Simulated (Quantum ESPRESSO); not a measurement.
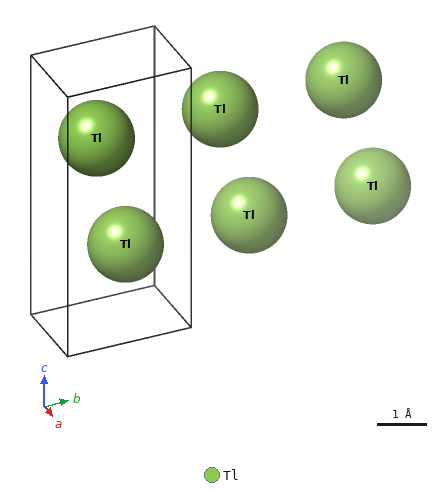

The structure as given in the input (spheres-only view of the cell of the calculation, repeated 1 × 3 × 1, seen slightly off an axis). An atom can appear more than once, as a periodic image.

Tl: single-point calculation (part 1 of 3)

The run: single-point calculation of Tl (2 atoms in the cell). Method and program: Kohn-Sham DFT of a periodic cell, r2SCAN, SG15 PBE 1.2, no spin polarisation (Quantum ESPRESSO 7.5).

The structure derives from an entry of the Crystallography Open Database. The volume is scaled by 0.98.

### Input file
```
&CONTROL
  calculation = 'scf'
  prefix = 'pwscf'
  outdir = './tmp'
  pseudo_dir = './pseudo'
  tstress = .true.
  disk_io = 'nowf'
/
&SYSTEM
  ibrav = 0
  nat = 2
  ntyp = 1
  ecutwfc = 62
  nbnd = 20
  input_dft = 'r2scan'
  occupations = 'smearing'
  smearing = 'fd'
  degauss = 0.00367493
  nosym = .true.
  nr1 = 36
  nr2 = 36
  nr3 = 60
/
&ELECTRONS
  conv_thr = 1d-08
  electron_maxstep = 120
  mixing_beta = 0.5
/
ATOMIC_SPECIES
Tl   204.3800 Tl_ONCV_PBE-1.2.upf
CELL_PARAMETERS angstrom
   3.4328046702    0.0000000000    0.0000000000
  -1.7164023351    2.9728960507    0.0000000000
   0.0000000000    0.0000000000    5.4879183458
ATOMIC_POSITIONS crystal
Tl     0.6666666667    0.3333333333    0.7500000000
Tl     0.3333333333    0.6666666667    0.2500000000
K_POINTS automatic
7 7 4 0 0 0
```

Hardware: 2 threads of Intel Xeon (Granite Rapids), 192 GiB of memory available, shared host.

Run as:
```bash
OMP_NUM_THREADS=1 mpirun -n 2 pw.x -nk 2 -in pw.in > pw.out
```

### Output
```
This program is part of the open-source Quantum ESPRESSO suite
     for quantum simulation of materials; please cite
         "P. Giannozzi et al., J. Phys.:Condens. Matter 21 395502 (2009);
         "P. Giannozzi et al., J. Phys.:Condens. Matter 29 465901 (2017);
         "P. Giannozzi et al., J. Chem. Phys. 152 154105 (2020);
          URL
     in publications or presentations arising from this work. More details at

     IMPORTANT: XC functional enforced from input :
     Exchange-correlation= R2SCAN
                           (   0   0   0   0   0 497 498)
     Any further DFT definition will be discarded
     Please, verify this is what you really want

     K-points division:     npool     =       2
     Subspace diagonalization in iterative solution of the eigenvalue problem:
     a serial algorithm will be used

     G-vector sticks info
     --------------------
     sticks:   dense  smooth     PW     G-vecs:    dense   smooth      PW
     Sum         721     721    223                24915    24915    4259

     Using Slab Decomposition

     bravais-lattice index     =            0
     lattice parameter (alat)  =       6.4871  a.u.
     unit-cell volume          =     377.9489 (a.u.)^3
     number of atoms/cell      =            2
     number of atomic types    =            1
     number of electrons       =        26.00
     number of Kohn-Sham states=           20
     kinetic-energy cutoff     =      62.0000  Ry
     charge density cutoff     =     248.0000  Ry
     scf convergence threshold =      1.0E-08
     mixing beta               =       0.5000
     number of iterations used =            8  plain     mixing
     Exchange-correlation= R2SCAN
                           (   0   0   0   0   0 497 498)

     celldm(1)=   6.487061  celldm(2)=   0.000000  celldm(3)=   0.000000
     celldm(4)=   0.000000  celldm(5)=   0.000000  celldm(6)=   0.000000

     crystal axes: (cart. coord. in units of alat)
               a(1) = (   1.000000   0.000000   0.000000 )
               a(2) = (  -0.500000   0.866025   0.000000 )
               a(3) = (   0.000000   0.000000   1.598669 )

     reciprocal axes: (cart. coord. in units 2 pi/alat)
               b(1) = (  1.000000  0.577350 -0.000000 )
               b(2) = (  0.000000  1.154701  0.000000 )
               b(3) = (  0.000000 -0.000000  0.625520 )

     PseudoPot. # 1 for Tl read from file:
     Tl_ONCV_PBE-1.2.upf
     Pseudo is Norm-conserving, Zval = 13.0
     Generated using ONCVPSP code by D. R. Hamann
     Using radial grid of  602 points,  8 beta functions with:
                l(1) =   0
                l(2) =   0
                l(3) =   1
                l(4) =   1
                l(5) =   2
                l(6) =   2
                l(7) =   3
                l(8) =   3

     atomic species   valence    mass     pseudopotential
     Tl               13.00   204.38000     Tl( 1.00)

     No symmetry found

   Cartesian axes

     site n.     atom                  positions (alat units)
         1        Tl     tau(   1) = (   0.5000000   0.2886751   1.1990017  )
         2        Tl     tau(   2) = (  -0.0000000   0.5773503   0.3996672  )

     number of k points=    99  Fermi-Dirac smearing, width (Ry)=  0.0037
                       cart. coord. in units 2pi/alat
        k(    1) = (   0.0000000   0.0000000   0.0000000), wk =   0.0102041
        k(    2) = (   0.0000000   0.0000000   0.1563801), wk =   0.0204082
        k(    3) = (   0.0000000   0.0000000  -0.3127602), wk =   0.0102041
        k(    4) = (   0.0000000   0.1649572   0.0000000), wk =   0.0204082
        k(    5) = (   0.0000000   0.1649572   0.1563801), wk =   0.0204082
        k(    6) = (   0.0000000   0.1649572  -0.3127602), wk =   0.0204082
        k(    7) = (   0.0000000   0.1649572  -0.1563801), wk =   0.0204082
        k(    8) = (   0.0000000   0.3299144   0.0000000), wk =   0.0204082
        k(    9) = (   0.0000000   0.3299144   0.1563801), wk =   0.0204082
        k(   10) = (   0.0000000   0.3299144  -0.3127602), wk =   0.0204082
        k(   11) = (   0.0000000   0.3299144  -0.1563801), wk =   0.0204082
        k(   12) = (   0.0000000   0.4948717   0.0000000), wk =   0.0204082
        k(   13) = (   0.0000000   0.4948717   0.1563801), wk =   0.0204082
        k(   14) = (   0.0000000   0.4948717  -0.3127602), wk =   0.0204082
        k(   15) = (   0.0000000   0.4948717  -0.1563801), wk =   0.0204082
        k(   16) = (   0.1428571   0.0824786   0.0000000), wk =   0.0204082
        k(   17) = (   0.1428571   0.0824786   0.1563801), wk =   0.0204082
        k(   18) = (   0.1428571   0.0824786  -0.3127602), wk =   0.0204082
        k(   19) = (   0.1428571   0.0824786  -0.1563801), wk =   0.0204082
        k(   20) = (   0.1428571   0.2474358   0.0000000), wk =   0.0204082
        k(   21) = (   0.1428571   0.2474358   0.1563801), wk =   0.0204082
        k(   22) = (   0.1428571   0.2474358  -0.3127602), wk =   0.0204082
        k(   23) = (   0.1428571   0.2474358  -0.1563801), wk =   0.0204082
        k(   24) = (   0.1428571   0.4123930   0.0000000), wk =   0.0204082
        k(   25) = (   0.1428571   0.4123930   0.1563801), wk =   0.0204082
        k(   26) = (   0.1428571   0.4123930  -0.3127602), wk =   0.0204082
        k(   27) = (   0.1428571   0.4123930  -0.1563801), wk =   0.0204082
        k(   28) = (   0.1428571   0.5773503   0.0000000), wk =   0.0204082
        k(   29) = (   0.1428571   0.5773503   0.1563801), wk =   0.0204082
        k(   30) = (   0.1428571   0.5773503  -0.3127602), wk =   0.0204082
        k(   31) = (   0.1428571   0.5773503  -0.1563801), wk =   0.0204082
        k(   32) = (   0.1428571  -0.4123930   0.0000000), wk =   0.0204082
        k(   33) = (   0.1428571  -0.4123930   0.1563801), wk =   0.0204082
        k(   34) = (   0.1428571  -0.4123930  -0.3127602), wk =   0.0204082
        k(   35) = (   0.1428571  -0.4123930  -0.1563801), wk =   0.0204082
        k(   36) = (   0.1428571  -0.2474358   0.0000000), wk =   0.0204082
        k(   37) = (   0.1428571  -0.2474358   0.1563801), wk =   0.0204082
        k(   38) = (   0.1428571  -0.2474358  -0.3127602), wk =   0.0204082
        k(   39) = (   0.1428571  -0.2474358  -0.1563801), wk =   0.0204082
        k(   40) = (   0.1428571  -0.0824786   0.0000000), wk =   0.0204082
        k(   41) = (   0.1428571  -0.0824786   0.1563801), wk =   0.0204082
        k(   42) = (   0.1428571  -0.0824786  -0.3127602), wk =   0.0204082
        k(   43) = (   0.1428571  -0.0824786  -0.1563801), wk =   0.0204082
        k(   44) = (   0.2857143   0.1649572   0.0000000), wk =   0.0204082
        k(   45) = (   0.2857143   0.1649572   0.1563801), wk =   0.0204082
        k(   46) = (   0.2857143   0.1649572  -0.3127602), wk =   0.0204082
        k(   47) = (   0.2857143   0.1649572  -0.1563801), wk =   0.0204082
        k(   48) = (   0.2857143   0.3299144   0.0000000), wk =   0.0204082
        k(   49) = (   0.2857143   0.3299144   0.1563801), wk =   0.0204082
        k(   50) = (   0.2857143   0.3299144  -0.3127602), wk =   0.0204082
        k(   51) = (   0.2857143   0.3299144  -0.1563801), wk =   0.0204082
        k(   52) = (   0.2857143   0.4948717   0.0000000), wk =   0.0204082
        k(   53) = (   0.2857143   0.4948717   0.1563801), wk =   0.0204082
        k(   54) = (   0.2857143   0.4948717  -0.3127602), wk =   0.0204082
        k(   55) = (   0.2857143   0.4948717  -0.1563801), wk =   0.0204082
        k(   56) = (   0.2857143   0.6598289   0.0000000), wk =   0.0204082
        k(   57) = (   0.2857143   0.6598289   0.1563801), wk =   0.0204082
        k(   58) = (   0.2857143   0.6598289  -0.3127602), wk =   0.0204082
        k(   59) = (   0.2857143   0.6598289  -0.1563801), wk =   0.0204082
        k(   60) = (   0.2857143  -0.3299144   0.0000000), wk =   0.0204082
        k(   61) = (   0.2857143  -0.3299144   0.1563801), wk =   0.0204082
        k(   62) = (   0.2857143  -0.3299144  -0.3127602), wk =   0.0204082
        k(   63) = (   0.2857143  -0.3299144  -0.1563801), wk =   0.0204082
        k(   64) = (   0.2857143  -0.1649572   0.0000000), wk =   0.0204082
        k(   65) = (   0.2857143  -0.1649572   0.1563801), wk =   0.0204082
        k(   66) = (   0.2857143  -0.1649572  -0.3127602), wk =   0.0204082
        k(   67) = (   0.2857143  -0.1649572  -0.1563801), wk =   0.0204082
        k(   68) = (   0.2857143  -0.0000000   0.0000000), wk =   0.0204082
        k(   69) = (   0.2857143  -0.0000000   0.1563801), wk =   0.0204082
        k(   70) = (   0.2857143  -0.0000000  -0.3127602), wk =   0.0204082
        k(   71) = (   0.2857143  -0.0000000  -0.1563801), wk =   0.0204082
        k(   72) = (   0.4285714   0.2474358   0.0000000), wk =   0.0204082
        k(   73) = (   0.4285714   0.2474358   0.1563801), wk =   0.0204082
        k(   74) = (   0.4285714   0.2474358  -0.3127602), wk =   0.0204082
        k(   75) = (   0.4285714   0.2474358  -0.1563801), wk =   0.0204082
        k(   76) = (   0.4285714   0.4123930   0.0000000), wk =   0.0204082
        k(   77) = (   0.4285714   0.4123930   0.1563801), wk =   0.0204082
        k(   78) = (   0.4285714   0.4123930  -0.3127602), wk =   0.0204082
        k(   79) = (   0.4285714   0.4123930  -0.1563801), wk =   0.0204082
        k(   80) = (   0.4285714   0.5773503   0.0000000), wk =   0.0204082
        k(   81) = (   0.4285714   0.5773503   0.1563801), wk =   0.0204082
        k(   82) = (   0.4285714   0.5773503  -0.3127602), wk =   0.0204082
        k(   83) = (   0.4285714   0.5773503  -0.1563801), wk =   0.0204082
        k(   84) = (   0.4285714   0.7423075   0.0000000), wk =   0.0204082
        k(   85) = (   0.4285714   0.7423075   0.1563801), wk =   0.0204082
        k(   86) = (   0.4285714   0.7423075  -0.3127602), wk =   0.0204082
        k(   87) = (   0.4285714   0.7423075  -0.1563801), wk =   0.0204082
        k(   88) = (   0.4285714  -0.2474358   0.0000000), wk =   0.0204082
        k(   89) = (   0.4285714  -0.2474358   0.1563801), wk =   0.0204082
        k(   90) = (   0.4285714  -0.2474358  -0.3127602), wk =   0.0204082
        k(   91) = (   0.4285714  -0.2474358  -0.1563801), wk =   0.0204082
        k(   92) = (   0.4285714  -0.0824786   0.0000000), wk =   0.0204082
        k(   93) = (   0.4285714  -0.0824786   0.1563801), wk =   0.0204082
        k(   94) = (   0.4285714  -0.0824786  -0.3127602), wk =   0.0204082
        k(   95) = (   0.4285714  -0.0824786  -0.1563801), wk =   0.0204082
        k(   96) = (   0.4285714   0.0824786   0.0000000), wk =   0.0204082
        k(   97) = (   0.4285714   0.0824786   0.1563801), wk =   0.0204082
        k(   98) = (   0.4285714   0.0824786  -0.3127602), wk =   0.0204082
        k(   99) = (   0.4285714   0.0824786  -0.1563801), wk =   0.0204082

     Dense  grid:    24915 G-vectors     FFT dimensions: (  36,  36,  60)

     WARNING: libxc functional with ID  497 depends
      on external parameters: check the user_guide of
      QE if you need to modify them or to check their
      default values.

     WARNING: libxc functional with ID  498 depends
      on external parameters: check the user_guide of
      QE if you need to modify them or to check their
      default values.

     Initial potential from superposition of free atoms

     starting charge      25.7766, renormalised to      26.0000
     Starting wfcs are random

     Self-consistent Calculation

     iteration #  1     ecut=    62.00 Ry     beta= 0.50
     Davidson diagonalization with overlap
     ethr =  1.00E-02,  avg # of iterations =  9.0

     total energy              =    -190.31818379 Ry
     estimated scf accuracy    <      18.68733206 Ry

     iteration #  2     ecut=    62.00 Ry     beta= 0.50
     Davidson diagonalization with overlap
     ethr =  1.00E-02,  avg # of iterations =  1.0

     total energy              =    -190.48425604 Ry
     estimated scf accuracy    <       6.40083403 Ry

     iteration #  3     ecut=    62.00 Ry     beta= 0.50
     Davidson diagonalization with overlap
     ethr =  1.00E-02,  avg # of iterations =  1.0

     total energy              =    -190.49274591 Ry
     estimated scf accuracy    <       0.19368129 Ry

     iteration #  4     ecut=    62.00 Ry     beta= 0.50
     Davidson diagonalization with overlap
     ethr =  7.45E-04,  avg # of iterations =  1.1

     total energy              =    -190.49311340 Ry
     estimated scf accuracy    <       0.00009343 Ry

     iteration #  5     ecut=    62.00 Ry     beta= 0.50
     Davidson diagonalization with overlap
     c_bands:  1 eigenvalues not converged
     c_bands:  1 eigenvalues not converged
     ethr =  3.59E-07,  avg # of iterations =  6.8

     total energy              =    -190.49316338 Ry
     estimated scf accuracy    <       0.00002023 Ry

     iteration #  6     ecut=    62.00 Ry     beta= 0.50
     Davidson diagonalization with overlap
     ethr =  7.78E-08,  avg # of iterations =  1.9

     total energy              =    -190.49316481 Ry
     estimated scf accuracy    <       0.00000519 Ry

     iteration #  7     ecut=    62.00 Ry     beta= 0.50
     Davidson diagonalization with overlap
     ethr =  1.99E-08,  avg # of iterations =  1.0

     total energy              =    -190.49316571 Ry
     estimated scf accuracy    <       0.00000022 Ry

     iteration #  8     ecut=    62.00 Ry     beta= 0.50
     Davidson diagonalization with overlap
     ethr =  8.55E-10,  avg # of iterations =  2.0

     total energy              =    -190.49316577 Ry
     estimated scf accuracy    <       0.00000016 Ry

     iteration #  9     ecut=    62.00 Ry     beta= 0.50
     Davidson diagonalization with overlap
     ethr =  6.32E-10,  avg # of iterations =  1.0

     total energy              =    -190.49316578 Ry
     estimated scf accuracy    <       0.00000008 Ry

     iteration # 10     ecut=    62.00 Ry     beta= 0.50
     Davidson diagonalization with overlap
     ethr =  3.05E-10,  avg # of iterations =  1.0

     total energy              =    -190.49316578 Ry
     estimated scf accuracy    <       0.00000001 Ry

     iteration # 11     ecut=    62.00 Ry     beta= 0.50
     Davidson diagonalization with overlap
     ethr =  3.93E-11,  avg # of iterations =  2.0

     End of self-consistent calculation

          k = 0.0000 0.0000 0.0000 (  3115 PWs)   bands (ev):

    -0.2287   0.0685   0.1159   0.1159   0.1787   0.1787   0.2336   0.2336
     0.6238   0.6238   0.8882   5.9722   8.7008  19.7602  19.7602  21.9706
    21.9706  22.7692  22.7868  23.3572

          k = 0.0000 0.0000 0.1564 (  3110 PWs)   bands (ev):

    -0.1765   0.0490   0.0695   0.0695   0.1393   0.1393   0.3468   0.3468
     0.5974   0.5974   1.2516   4.2789  11.0999  19.5389  20.0324  20.0324
    21.5945  21.5945  22.8159  23.2347

          k = 0.0000 0.0000-0.3128 (  3122 PWs)   bands (ev):

    -0.0540  -0.0540   0.0759   0.0759   0.0759   0.0759   0.5010   0.5010
     0.5010   0.5010   2.4045   2.4045  15.0653  15.0653  20.7586  20.7586
    20.7586  20.7586  22.9735  22.9735

          k = 0.0000 0.1650 0.0000 (  3110 PWs)   bands (ev):

    -0.1589   0.0238   0.1517   0.1741   0.1904   0.2006   0.2130   0.2694
     0.5321   0.6410   1.3068   6.2028   9.2322  16.6302  18.4368  19.8125
    22.0867  22.2302  22.6424  24.4973

          k = 0.0000 0.1650 0.1564 (  3106 PWs)   bands (ev):

    -0.1182   0.0528   0.0572   0.1143   0.1334   0.2281   0.3313   0.3437
     0.5016   0.6069   1.6797   4.6426  11.4527  16.9971  18.6410  18.8130
    20.1869  21.3284  22.0756  23.3181

          k = 0.0000 0.1650-0.3128 (  3100 PWs)   bands (ev):

    -0.0300  -0.0300   0.0780   0.0780   0.1557   0.1557   0.4249   0.4249
     0.4995   0.4995   2.8241   2.8241  15.1634  15.1634  18.1044  18.1044
    19.8707  19.8707  22.3280  22.3280

          k = 0.0000 0.1650-0.1564 (  3106 PWs)   bands (ev):

    -0.1182   0.0528   0.0572   0.1143   0.1334   0.2281   0.3313   0.3437
     0.5016   0.6069   1.6797   4.6426  11.4527  16.9971  18.6410  18.8130
    20.1869  21.3284  22.0756  23.3181

          k = 0.0000 0.3299 0.0000 (  3114 PWs)   bands (ev):

    -0.2122   0.0116   0.0119   0.1054   0.1860   0.3801   0.3830   0.4369
     0.4845   0.6677   2.5841   6.8855  10.6672  12.6208  16.2015  16.7244
    19.2558  21.1264  21.3357  23.0560

          k = 0.0000 0.3299 0.1564 (  3109 PWs)   bands (ev):

    -0.1815  -0.0781   0.0183   0.1609   0.1673   0.3339   0.4300   0.4682
     0.5117   0.6274   2.9447   5.6841  11.7260  13.7867  14.9431  17.1704
    19.6360  20.0877  21.3195  22.4227

          k = 0.0000 0.3299-0.3128 (  3114 PWs)   bands (ev):

    -0.1162  -0.1162   0.0192   0.0192   0.2965   0.2965   0.4859   0.4859
     0.5427   0.5427   4.0334   4.0334  13.1842  13.1842  16.8813  16.8813
    18.4075  18.4075  21.5928  21.5928

          k = 0.0000 0.3299-0.1564 (  3109 PWs)   bands (ev):

    -0.1815  -0.0781   0.0183   0.1609   0.1673   0.3339   0.4300   0.4682
     0.5117   0.6274   2.9447   5.6841  11.7260  13.7867  14.9431  17.1704
    19.6360  20.0877  21.3195  22.4227

          k = 0.0000 0.4949 0.0000 (  3122 PWs)   bands (ev):

    -0.3057  -0.1342  -0.0653   0.0448   0.2843   0.3013   0.5536   0.6199
     0.6726   0.6820   4.5650   7.0115  10.5307  12.5496  12.8883  15.7103
    16.4860  20.1363  20.8479  22.2300

          k = 0.0000 0.4949 0.1564 (  3122 PWs)   bands (ev):

    -0.2603  -0.2264  -0.0239   0.0816   0.1273   0.4112   0.5535   0.6448
     0.6601   0.6800   4.8953   6.8314   9.5323  11.6142  14.7132  16.1826
    17.8942  19.1554  21.0170  21.5556

          k = 0.0000 0.4949-0.3128 (  3128 PWs)   bands (ev):

    -0.1856  -0.1856  -0.1117  -0.1117   0.3348   0.3348   0.6224   0.6224
     0.6612   0.6612   5.8298   5.8298   9.9956   9.9956  17.4700  17.4700
    17.7068  17.7068  21.2553  21.2553

          k = 0.0000 0.4949-0.1564 (  3122 PWs)   bands (ev):

    -0.2603  -0.2264  -0.0239   0.0816   0.1273   0.4112   0.5535   0.6448
     0.6601   0.6800   4.8953   6.8314   9.5323  11.6142  14.7132  16.1826
    17.8942  19.1554  21.0170  21.5556

          k = 0.1429 0.0825 0.0000 (  3110 PWs)   bands (ev):

    -0.1589   0.0238   0.1517   0.1741   0.1904   0.2006   0.2130   0.2694
     0.5321   0.6410   1.3068   6.2028   9.2322  16.6302  18.4368  19.8125
    22.0867  22.2302  22.6424  24.4951

          k = 0.1429 0.0825 0.1564 (  3106 PWs)   bands (ev):

    -0.1182   0.0528   0.0572   0.1143   0.1334   0.2281   0.3313   0.3437
     0.5016   0.6069   1.6797   4.6426  11.4527  16.9971  18.6410  18.8130
    20.1869  21.3284  22.0756  23.3181

          k = 0.1429 0.0825-0.3128 (  3100 PWs)   bands (ev):

    -0.0300  -0.0300   0.0780   0.0780   0.1557   0.1557   0.4249   0.4249
     0.4995   0.4995   2.8241   2.8241  15.1634  15.1634  18.1044  18.1044
    19.8707  19.8707  22.3280  22.3280

          k = 0.1429 0.0825-0.1564 (  3106 PWs)   bands (ev):

    -0.1182   0.0528   0.0572   0.1143   0.1334   0.2281   0.3313   0.3437
     0.5016   0.6069   1.6797   4.6426  11.4527  16.9971  18.6410  18.8130
    20.1869  21.3284  22.0756  23.3181

          k = 0.1429 0.2474 0.0000 (  3110 PWs)   bands (ev):

    -0.0835  -0.0391   0.0664   0.1205   0.1985   0.2702   0.3478   0.4216
     0.4266   0.6528   2.1659   6.6703  10.2164  14.3274  15.2403  18.7625
    19.9356  20.3829  22.5285  23.4240

          k = 0.1429 0.2474 0.1564 (  3109 PWs)   bands (ev):
```
